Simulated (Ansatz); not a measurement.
Single-point calculation of Si (part 2 of 2)

Si (slab, 5 atoms in the cell); DFT LDA, scalar-relativistic, plane waves, PAW, spin-polarised (Ansatz 0.2.0); cutoff 420 eV, 9×9×1 k-mesh, Gaussian smearing of 0.05 eV, collinear spins. The structure derives from an entry of the Crystallography Open Database.

Geometry of the input (Å; fractional positions):
```
3.8198  0.0000  0.0000
-1.9099  3.3080  0.0000
0.0000  0.0000  20.8775
Si 0.3333  0.6667  0.1916
Si 0.0000  0.0000  0.2289
Si 0.0000  0.0000  0.3466
Si 0.6667  0.3333  0.3773
Si 1.3333  -0.3333  0.3989
```

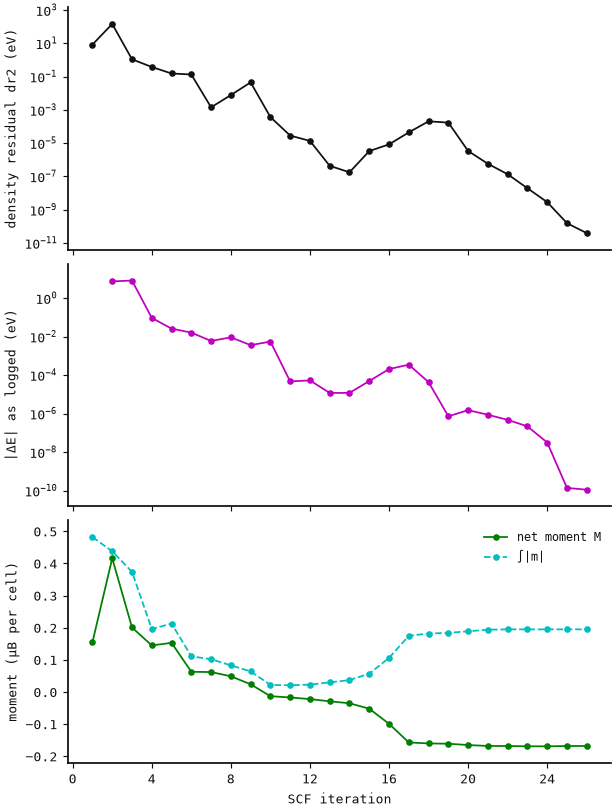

Figure 1. Convergence of the self-consistent field: density residual dr2, size of the energy change and magnetic moment against the SCF iteration. The residual falls unevenly and jumps up by a factor of two or more 7 times on the way down. The net moment goes from 0.2 to −0.2 μB per cell.

```
at 3 of the mixer's solves, the last at iteration 16, it left a direction of its history that read negative out of its fit and stepped the other way along it
WARN: The output density's exchange-correlation potential varies sharply where the density is thin. Do not read a vacuum level from v_tot or v_xc, or from such a field of the output density. On a cell that repeats whose density bears no net charge and no dipole along the vacuum's axis use v_es (v_loc + v_h of the components); under efield.dipole_correction with no amplitude use v_es + v_field, which holds any external_charges[].barrier, or the levels of the report's work_function block, which leave it out; under a non-zero efield.amplitude the vacuum is tilted and has no level; on a cell that repeats and bears such a dipole with no correction it is tilted too, and efield.dipole_correction with no amplitude gives each side of its ramp a level where efield: is served; in a cell that repeats whose density bears a net charge (total_charge, or a fill off its count) it is curved and has none; of a slab under crystal.periodic whose density bears no net charge use v_es, which has a level on each side, short of where the two are joined; of another it falls or rises all the way out and has none; of a slab beside external_charges read slab_vacuum_level instead, which it has where they leave it neutral. The grid or the basis barely resolves most such structure, and the values can differ between equally converged runs; as a rule a tighter scf.convergence.dr2_threshold does not remove it. Where the density itself ripples (under the LDA too) a higher basis.ecutwfc lessens it. The files hold the spikes' plane waves up to the density's cutoff. Files: v_tot_of_output_density and the like, and their columns of v_z.tsv (output.write_potential); v_xc_of_output_density and the like, and their columns of v_comp_z.tsv (output.write_potential_components). Measured: with its Gaussian average of σ = 0.25 Å subtracted twice, the exchange-correlation potential is over 0.1 eV at 53 of the grid points where the equally averaged density (valence and model cores) is under 1e-3 e/Å³, and 0.247 eV at the most among them, at an averaged density of 2.8e-5 e/Å³. The input density's (outcome.potential() and, of a run that writes arrays, v_tot and v_xc) is over 0.1 eV, so measured, at 53 points of its own thin density, 0.247 eV at the most. See output.write_potential in the manual, Limitations
this state was not tested for a lower state beside it, because the mixer in use, unlike msr1, does not test its closes by its own steps (another_mixer; see scf.mixing.algorithm and scf.lower_state_search)
SCF converged after 26 iterations
Magnetization: -0.1684 μB (9.9158 up, 10.0842 down)
Absolute magnetization: 0.1955 μB (∫|ρ↑−ρ↓|, with the PAW one-centre terms)
Spin contamination: 0.0051 ħ² per cell (⟨S²⟩ above its minimum at these occupations)
Per-site moments (μB) at R_I (Å): [(-0.045483123296853355, 0.9648835950262374), (-0.006827643248949828, 0.9648835950262374), (-0.00692632710114602, 0.947409429655453), (0.0021017318748509975, 0.9284462875904855), (0.0007490806825714944, 0.9284462875904855)]
Free energy (F): -3039.316537 eV
Harris-Foulkes:  -3039.316537 eV  (|F-HF|=5.14e-11)
Internal energy: -3039.313838 eV  (E = F + TS)
E sigma→0 (E₀):  -3039.315188 eV
Entropy (-TS):   -0.002699 eV (-0.540 meV/atom)
Fermi energy:    -0.599243 eV
Dipole field:    D = 0.018533 V/Å  (p = 0.027018 e·Å, saw-weighted, corrected)
Work function:   Φ+ = 4.4999 eV   Φ− = 4.8868 eV
Levels:          The Fermi level and band energies are counted from a zero that moves with the ramp; work functions are not
--- Per-component energies (eV) ---
  E_band       = -122.800659
  E_kinetic    = 211.846492
  E_local      = -5001.683233  (includes V_loc(G=0)·N_el)
  E_nonlocal   = 137.286660
  E_hartree    = 2391.808978
  E_xc         = -277.505948
  E_vxc        = -239.848167  (∫ρ·V_xc dr)
  E_paw        = -2430.290250  (= ΣΔE_a)
  E_vpaw       = -13.916930  (= ΣTr[D̂ρ^β])
  E_aug_tail   = 0.000030  (compensation charges beyond the density's cutoff)
  E_efield     = 0.000250  (sawtooth field / dipole correction)
  E_vefield    = -0.103425  (∫n·V_field dr)
  E_ewald      = 1928.801529
  E_core_change = 0.421654  (= ΣΔE_core)
  E_smearing   = -0.002699  (= −TS)
  E_closure    = 0.000000  (closes the sum)
  Σ components = -3039.316537   (vs F -3039.316537, Δ=0.00e0)
--- Forces (eV/Å), atoms counted from 1 ---
  atom   1  Si     0.00000000    -0.00000000     0.69787723
  atom   2  Si     0.00000000     0.00000000    -0.23888823
  atom   3  Si    -0.00000000    -0.00000000    -2.53779151
  atom   4  Si     0.00000000     0.00000000     0.46392310
  atom   5  Si     0.00000000     0.00000000     1.61488349
  max |Σ_I F_I| component: 4.08e-6 eV/Å
--- Band table (eV; the first three rows and the last of 24) ---
  k-point 0 ↑: bands = ["-15.1497", "-11.3535", "-7.4509", "-3.9341", "-3.8730", "-3.8730", "-3.4011", "-3.4011", "-0.9405", "-0.9405", "-0.5863", "0.1788", "0.3694", "2.0281", "2.6368", "2.7971"]
  k-point 1 ↑: bands = ["-14.9896", "-11.2080", "-7.3536", "-5.4347", "-4.8139", "-3.8851", "-3.1838", "-2.2100", "-1.9367", "-1.1976", "-0.4596", "0.9374", "1.3398", "2.0370", "2.6565", "3.2350"]
  k-point 2 ↑: bands = ["-14.5110", "-10.7799", "-7.7532", "-6.7237", "-5.6765", "-4.2991", "-3.6010", "-2.9678", "-1.7893", "-0.5277", "-0.5122", "0.9151", "1.9587", "2.4166", "2.9673", "3.4446"]
  k-point 11 ↓: bands = ["-11.0080", "-10.9551", "-10.8233", "-8.1722", "-7.8964", "-4.7103", "-4.0970", "-2.9070", "-2.7033", "-0.6535", "0.5985", "1.6110", "1.6744", "1.9762", "2.7949", "3.8337"]
--- Löwdin populations: 5 sites ---
  site symbol       q [e]    m [muB]
     0     Si      3.9602    -0.1460
     1     Si      3.9967    -0.0021
     2     Si      3.8020    -0.0177
     3     Si      3.9469     0.0024
     4     Si      3.8585    -0.0039
  spilling = 0.021780 (of n_electrons = 20.000000)
```

File populations.tsv
```
# site	symbol	l	j	q_up	q_dn
# orbitals = lowdin
# n_electrons = 20.000000
# spilling = 0.021780
0	Si	0_3S	-	0.667733	0.684681
0	Si	1_3P	-	1.239375	1.368415
1	Si	0_3S	-	0.613725	0.612812
1	Si	1_3P	-	1.383602	1.386607
2	Si	0_3S	-	0.614674	0.614613
2	Si	1_3P	-	1.277489	1.295244
3	Si	0_3S	-	0.565349	0.563471
3	Si	1_3P	-	1.409305	1.408811
4	Si	0_3S	-	0.644872	0.645315
4	Si	1_3P	-	1.282445	1.285858
```

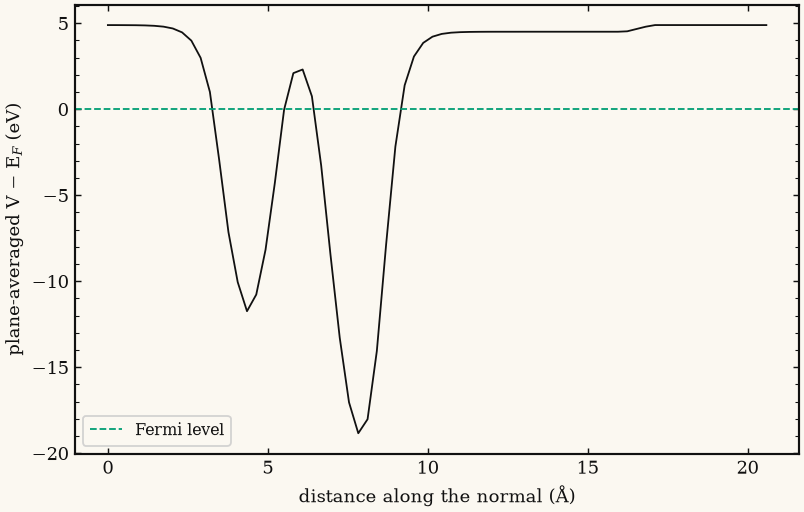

Figure 2. Plane average of the electrostatic potential energy of an electron across the cell, from the Fermi level. The vacuum level lies 4.50 eV above the Fermi level on the upper side and 4.89 eV on the lower.

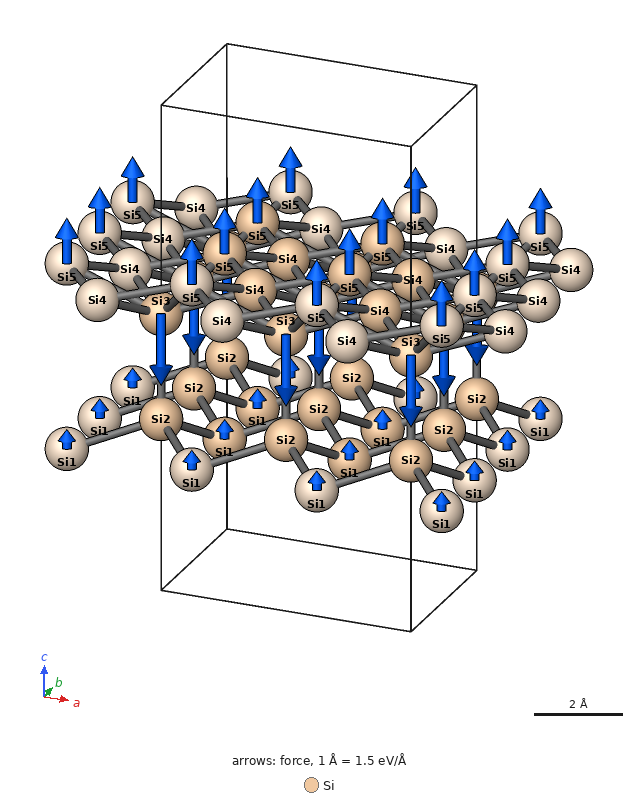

Figure 3. Forces on the atoms as blue arrows (ball-and-stick view of the 2 × 2 repeat of the cell, with the vacuum cut short, seen slightly off an axis; neighbours outside the cell are drawn fainter; atoms are numbered from 1 in the order of the input). The largest act on Si3 (2.54 eV/Å); Si5 (1.61 eV/Å). The geometry is not a stationary point of this energy.

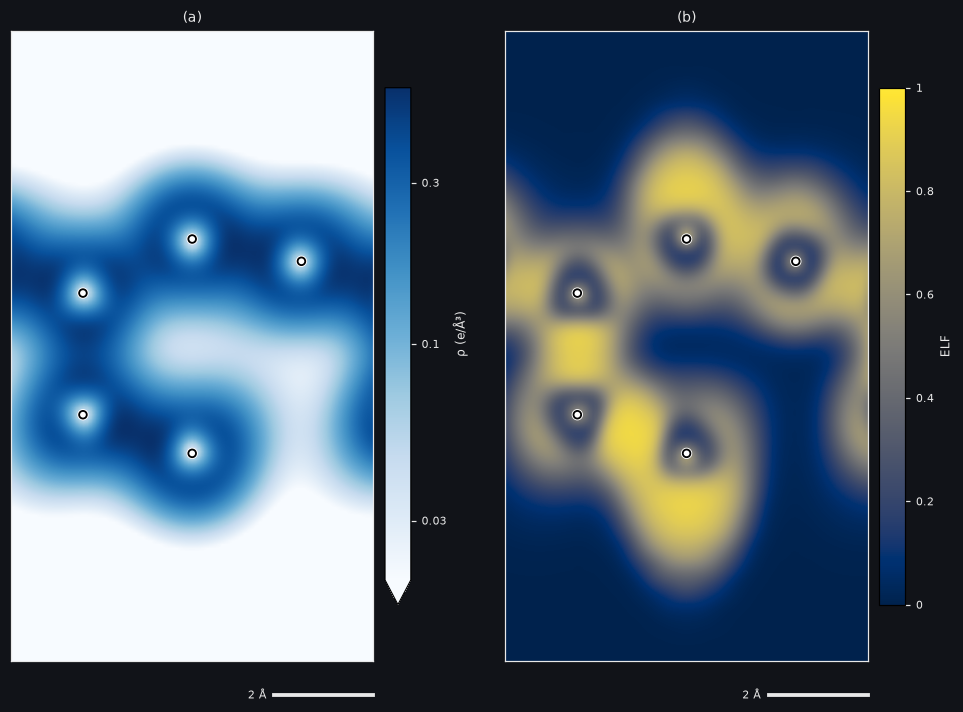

Figure 4. (a) valence pseudo-density; (b) ELF on the (110) plane of the calculation cell, a cut from vacuum to vacuum. Circles mark the nuclei in the plane (Si). The plane passes through Si nuclei. The density dies away to nearly zero in the vacuum. The fields are those of the smooth PAW valence density.

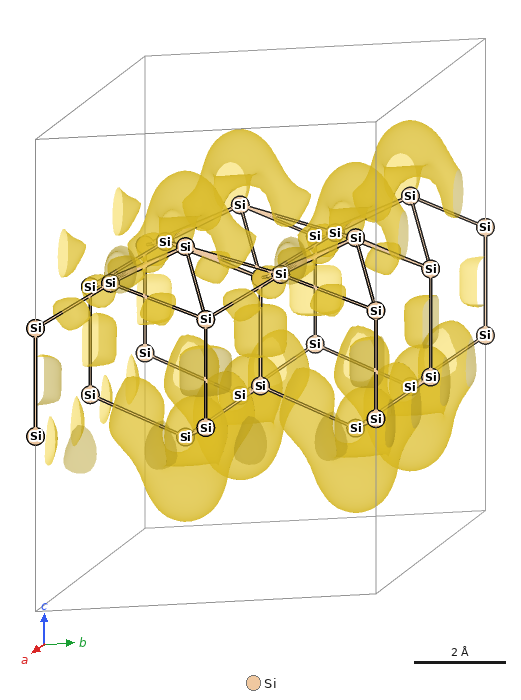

Figure 5. Isosurface of the ELF at 0.75 (yellow), seen slightly off an axis. Only the valence region is drawn (cores and ρ < 0.01 e/Å³ removed). Sticks mark near contacts. Counts are for one cell; the picture repeats the cell along the surface. Along the contacts the grid gives the following. Si–Si (2.25 Å): the ELF peaks at about 0.80 between the atoms, as expected for localised, shared-pair bonding.

Summary

- outcome: converged
- electrons treated: 20
- free energy: −3039.3165 eV
- work function, top face: 4.50 eV
- work function, bottom face: 4.89 eV
- Fermi energy: −0.599 eV
- gap on the k-point mesh: none (metallic)
- net moment of the cell: −0.17 μB
- integrated absolute moment: 0.20 μB
- work function (upper face): 4.50 eV
- largest force (length of the vector): 2.538 eV/Å
- wall time: 14 s
- peak memory: 0.46 GiB

Remarks

Warnings of the run: the state was not tested for a lower one; the exchange-correlation potential is rough where the density is thin.
